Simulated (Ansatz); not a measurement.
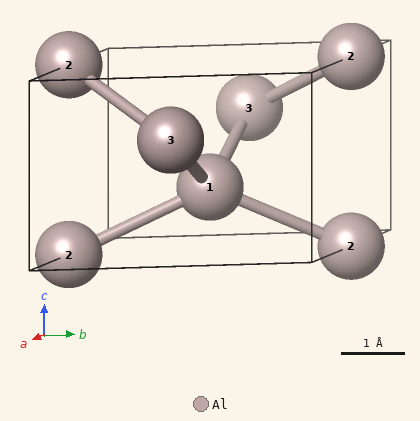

Fig. 1: The structure as given in the input (ball-and-stick view of the cell of the calculation, seen slightly off an axis; atoms are numbered from 1 in the order of the input). An atom can appear more than once, as a periodic image. Near neighbours in the periodic cell (some may lie outside the picture): Al has 4 Al at 2.53 Å.

**Run report: Al, single-point calculation**

System: Al (P6₂22, 3 atoms in the cell).
Method: DFT PBE, scalar-relativistic, plane waves, PAW, no spin polarisation (Ansatz 0.2.0).

The structure was made by a generator, so it may or may not be a known phase. Figures and captions count atoms from 1; the log counts them from 0 in places.

Log
```
Engine: ansatz 0.2.0, aarch64-unknown-linux-gnu
Pseudopotentials: kind: paw
Pseudopotential: Al, paw, valence charge 3, recommended cutoff 420 eV (normal), Al.paw.azcp
Functional definition: PBE
  parameter kappa = 0.804
  parameter beta = 0.06672455060314922
  exchange = pbe_x(kappa = kappa, mu = beta*pi^2/3)
  correlation = pbe_c(beta = beta)
Crystal: 3 atoms, lattice volume = 56.410 Å³
Basis set: ecut = 420 eV, 1121 PW (Γ), exchange–correlation on 64×64×48 points (8 copies of the dense FFT grid, shifted against one another)
Bands: 9, of which v1, the nominal top of the filled ones, is band 5 counted from 1 (4 counted from 0)
Symmetry: 12 space group operations
Space group: P6222 (ITA 180), of the structure as read, at distance tolerance 3.8e-5 Å
k-points: 28 of 216 (time reversal used)
Non-local potential: Al, projectors of the file, l = 0: 2, l = 1: 2, l = 2: 1
PAW form: soft (Blöchl's): semilocal exchange-correlation on the pseudo side does not see the compensation charge
PAW one-centre angular grid: Al, 110 points (default); XC on 64 Gauss nodes
Initial density: superposition of atomic densities (neutral atoms: chi_scale 0, normalization atom), corrected by the library's trained network
Initial wavefunctions: pseudopotential atomic-orbital guess
Functional: x = pbe(κ = 0.804, μ = 0.2195149727645171), c = pbe(β = 0.06672455060314922)
SCF iter   1: F=—  HF=-1611.243112 eV  |F-HF|=—  |Δ(HF+E_count)|=         —  Δρ=1.59e-3  dr2=1.40e-3  ethr=1.77e-3  ⟨swp⟩=6.1  Hψ=2063  notcnv=0
preconditioner: auto → none  [insulator: Δε(μ)=0.118 eV  Ē_g=7.455 eV  σ=0.100 eV  W_gap=0.58  n_scr=6 (ndim 8)  ℏωp=14.8 eV  f_vac=0.000  D(μ)=0.73/eV (n_scr^D=0)  ε∞_Penn≈5.0]
SCF iter   2: F=—  HF=-1611.243463 eV  |F-HF|=—  |Δ(HF+E_count)|=   3.51e-4  Δρ=8.09e-4  dr2=2.87e-4  ethr=1.56e-5  ⟨swp⟩=1.8  Hψ=529  notcnv=0
SCF iter   3: F=—  HF=-1611.243610 eV  |F-HF|=—  |Δ(HF+E_count)|=   1.47e-4  Δρ=1.33e-4  dr2=1.39e-5  ethr=3.18e-6  ⟨swp⟩=1.7  Hψ=278  notcnv=0
SCF iter   4: F=—  HF=-1611.243505 eV  |F-HF|=—  |Δ(HF+E_count)|=   1.05e-4  Δρ=2.20e-5  dr2=3.80e-7  ethr=1.54e-7  ⟨swp⟩=2.4  Hψ=355  notcnv=0
iter 5 did not close the SCF: its close was put off for the readings that it lacked (scf_convergence_deferred on its scf_iter line)
SCF iter   5: F=-1611.243505 eV  HF=-1611.243505 eV  |F-HF|=2.94e-8  |Δ(HF+E_count)|=   1.58e-8  Δρ=7.06e-6  dr2=5.25e-8  ethr=4.22e-9  ⟨swp⟩=2.2  Hψ=361  notcnv=0
SCF iter   6: F=-1611.243505 eV  HF=-1611.243505 eV  |F-HF|=2.74e-9  |Δ(HF+E_count)|=   1.60e-8  Δρ=2.20e-6  dr2=5.06e-9  ethr=5.83e-10  ⟨swp⟩=3.8  Hψ=1110  notcnv=0
SCF 1 converged in 6 iterations: F = -1611.243505 eV  dr2 = 5.06e-9
  greatest PAW one-centre occupation: 0.479 electrons in one spin orbital (limit 2), on the Al atom at site 1 (counted from 0), in its partial waves of l = 0
```

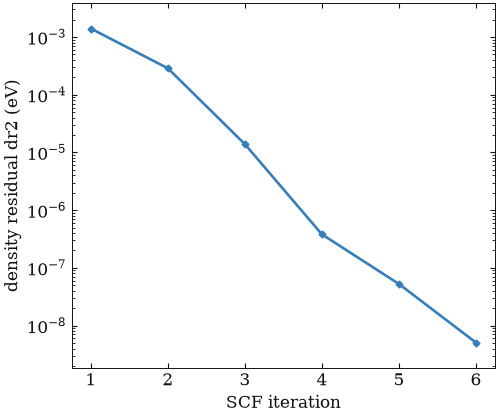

Fig. 2: Convergence of the self-consistent field: density residual dr2 against the SCF iteration. The residual falls at every step.

```
SCF converged after 6 iterations
Free energy (F): -1611.243505 eV
Harris-Foulkes:  -1611.243505 eV  (|F-HF|=2.74e-9)
Internal energy: -1611.239808 eV  (E = F + TS)
E sigma→0 (E₀):  -1611.241656 eV
Entropy (-TS):   -0.003697 eV (-1.232 meV/atom)
Fermi energy:    6.358167 eV
--- Per-component energies (eV) ---
  E_band       = 19.163377
  E_kinetic    = 67.820763
  E_local      = 3.661653  (includes V_loc(G=0)·N_el)
  E_nonlocal   = 33.280873
  E_hartree    = 5.887555
  E_xc         = -118.422117
  E_vxc        = -85.720211  (∫ρ·V_xc dr)
  E_paw        = -1402.748863  (= ΣΔE_a)
  E_vpaw       = -11.654604  (= ΣTr[D̂ρ^β])
  E_aug_tail   = -0.000006  (compensation charges beyond the density's cutoff)
  E_ewald      = -200.719665
  E_smearing   = -0.003697  (= −TS)
  E_closure    = -0.000000  (closes the sum)
  Σ components = -1611.243505   (vs F -1611.243505, Δ=0.00e0)
--- Forces (eV/Å), atoms counted from 1 ---
  atom   1  Al     0.00000000     0.00000000    -0.00000000
  atom   2  Al    -0.00000000     0.00000000    -0.00000000
  atom   3  Al     0.00000000     0.00000000     0.00000000
  max |Σ_I F_I| component: 1.01e-17 eV/Å
--- Stress (GPa, compression-positive) ---
       13.084438       0.000000       0.000000
        0.000000      13.084438      -0.000000
        0.000000       0.000000      -2.194836
  P = ⅓ Tr σ = 7.9913 GPa (79.913 kbar)
--- Band table (eV; the first three rows and the last of 28) ---
  k-point 0: bands = ["-4.1204", "2.5974", "4.9522", "4.9522", "5.4578", "5.4578", "8.4662", "10.9787", "10.9787"]
  k-point 1: bands = ["-3.6763", "2.9946", "5.3390", "5.4149", "5.8368", "5.8597", "6.5783", "8.9004", "12.7789"]
  k-point 2: bands = ["-2.3525", "2.8217", "4.1825", "6.4761", "6.7263", "6.9468", "6.9514", "9.3070", "10.0973"]
  k-point 27: bands = ["2.0501", "2.0619", "2.0619", "2.0859", "4.7611", "4.7611", "10.7644", "11.0591", "11.0591"]
```

The run was set up as follows.

The input
```yaml
crystal:
  lattice:
    - [4.63161805, 0.0, 0.0]
    - [-2.31580903, 4.01109889, 0.0]
    - [0.0, 0.0, 3.03643095]
  atoms:
    - { symbol: Al, position: [0.5, 0.5, 0.33333333] }
    - { symbol: Al, position: [0.5, 0.0, 0.0] }
    - { symbol: Al, position: [0.0, 0.5, 0.66666667] }
basis:
  ecutwfc: 420
kpoints:
  mp_grid: { grid: [6, 6, 6] }
hamiltonian:
  xc: pbe
scf:
  occupations: { method: gaussian, width: 0.1 }
  lower_state_search: "off"
output:
  forces: true
  stress: true
  eigenvalues: true
```

Command:
```bash
ansatz run input.yaml --threads 1 --pin off --max-ram 2560MiB --backend cpu --events-out ev --progress --plain --runs-dir out
```

Key numbers

```csv
quantity,value
outcome,converged
space group (tolerance 0.01 Å),P6₂22 (180)
electrons treated,9
free energy,−1611.2435 eV
Fermi energy,6.358 eV
gap on the k-point mesh,none (metallic)
pressure,7.99 GPa
largest force (length of the vector),under 0.001 eV/Å
hardware,"1 thread of Arm Neoverse V2, 128 GiB of memory available, shared host"
wall time,1.5 s
peak memory,0.28 GiB
```
